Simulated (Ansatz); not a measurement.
## Electronic structure of Si8Ni3 (slab) in real space

```cif
data_structure
_symmetry_space_group_name_H-M 'P 1'
_symmetry_Int_Tables_number 1
_cell_length_a 3.8123
_cell_length_b 3.8123
_cell_length_c 25.8946
_cell_angle_alpha 90.000
_cell_angle_beta 90.000
_cell_angle_gamma 120.000
_cell_volume 325.92
loop_
_atom_site_label
_atom_site_type_symbol
_atom_site_fract_x
_atom_site_fract_y
_atom_site_fract_z
_atom_site_occupancy
Si1 Si 0.66667 0.33333 0.28964 1
Si2 Si 0.00000 0.00000 0.34974 1
Ni1 Ni 0.66667 0.33333 0.37979 1
Si3 Si 0.33333 0.66667 0.40984 1
Si4 Si 0.66667 0.33333 0.46995 1
Ni2 Ni 0.33333 0.66667 0.50000 1
Si5 Si 0.00000 0.00000 0.53005 1
Si6 Si 0.33333 0.66667 0.59016 1
Ni3 Ni 0.00000 0.00000 0.62021 1
Si7 Si 0.66667 0.33333 0.65026 1
Si8 Si 0.00000 0.00000 0.71036 1
```

Not relaxed (largest force 1.1 eV/Å); computed without spin polarisation.

Computed with DFT PBEsol, scalar-relativistic, plane waves, PAW (Ansatz).

The density is the valence pseudo-density of a PAW calculation; it isn't the true density close to the nuclei.

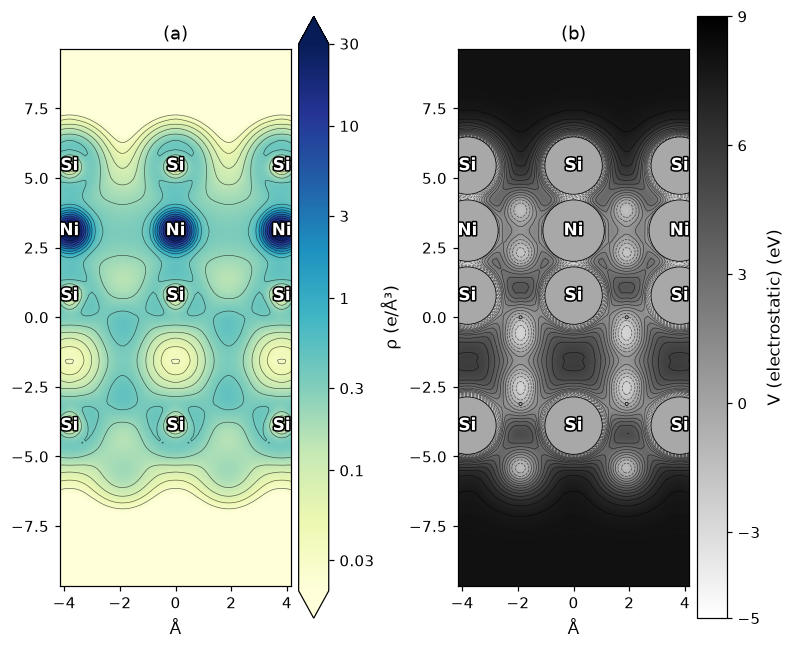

Figure 1. (a) valence pseudo-density; (b) electrostatic potential (local pseudopotential plus Hartree) felt by an electron on the (100) plane of the calculation cell, a cut from vacuum to vacuum. Grey discs cover the atomic cores in the potential map.

What do the fields say about this system?

Answer. The plane passes through Si and Ni nuclei. Si–Ni (2.33 Å): the density is about 0.46 e/Å³ at the midpoint. The density dies away to nearly zero in the vacuum. Outside the cores the potential energy rises away from the atoms and is highest in the vacuum; its zero is arbitrary.

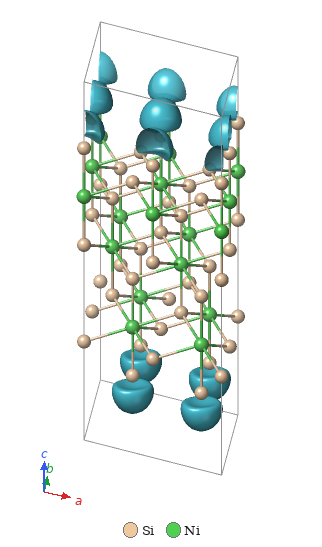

Figure 2. Isosurface of the ELF at 0.9 (cyan), seen at an oblique angle. Core shells and regions of very low density are left out. Sticks mark near contacts.

Describe the localisation domains.

Answer. At this value the surface marks out two lobes on Si, pointing away from the bonds (lone pairs), counted in one cell of 11 atoms. Counts are for one cell; the picture repeats the cell along the surface. Along the contacts the grid gives the following. Si–Ni (2.33 Å): the ELF peaks at about 0.65 in the valence shell of Si, 0.9 Å from its nucleus, and is about 0.50 at the midpoint.

Metal or insulator at this level of theory?

Answer. It is gapless in this calculation (a metal or semimetal).
